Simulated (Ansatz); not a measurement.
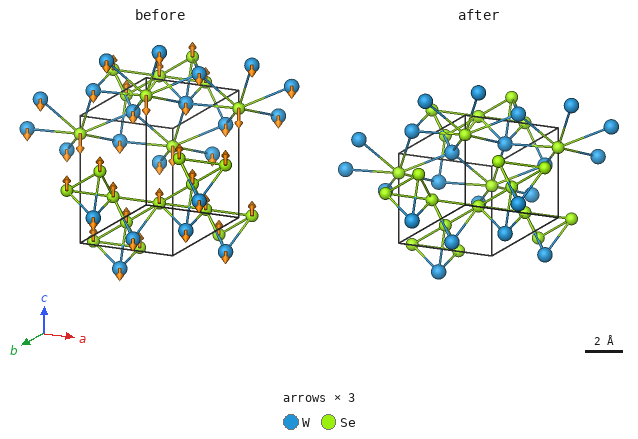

The structure of solid WSe2 (a generated structure, set up in P6mm) before (left) and after (right) a relaxation, at one scale. The orange arrows give the displacements (the part carried along by the change of the cell is left out), 3 times their true length.

Style: ball-and-stick. Shown: the cell of the calculation, from a free direction.

These are results of DFT PBE, scalar-relativistic, plane waves, PAW in Ansatz, not measurements. Set-up: plane-wave cutoff 420 eV; k-point mesh 12 × 12 × 6; occupations gaussian; smearing width 0.1 eV; no spin polarisation; cell and atoms relaxed; force threshold 0.01 eV/Å; at most 80 steps.

What changed between the two?

Answer. The energy falls by 0.124 eV per cell of the calculation in 15 accepted moves (21 points after the start). Largest force component: 0.038 eV/Å at the start, 0.00023 eV/Å at the end. The pressure goes from 0.11 to −0.01 GPa. The line search rejected the trial steps at points 3, 4, 6, 14, 17 of the run. The SCF was repeated once at an unchanged geometry on a basis and grid sized afresh for the cell, which shifted the energy by 2.7 meV per cell of the calculation at most. A Se atom moves most relative to the cell: 0.45 Å along −c. By element the largest moves are Se 0.45 Å, W 0.27 Å. Cell: a = b 5.176 → 5.200 Å (+0.5 %), c 8.296 → 5.852 Å (−29.5 %). Volume −28.8 %. Among the contacts that change: W–W 2.988 → 3.002 Å, Se–Se 2.588 → 2.600 Å, Se–W 3.114 → 3.105 Å. Among the angles between lasting bonds that change: W–Se–W 147.3° → 150.5°. The space group stays P6mm (No. 183). The run took 22 min on 1 thread of AMD EPYC 7R43 64-Core Processor (Zen 3), on a shared host, peak memory 0.92 GiB.
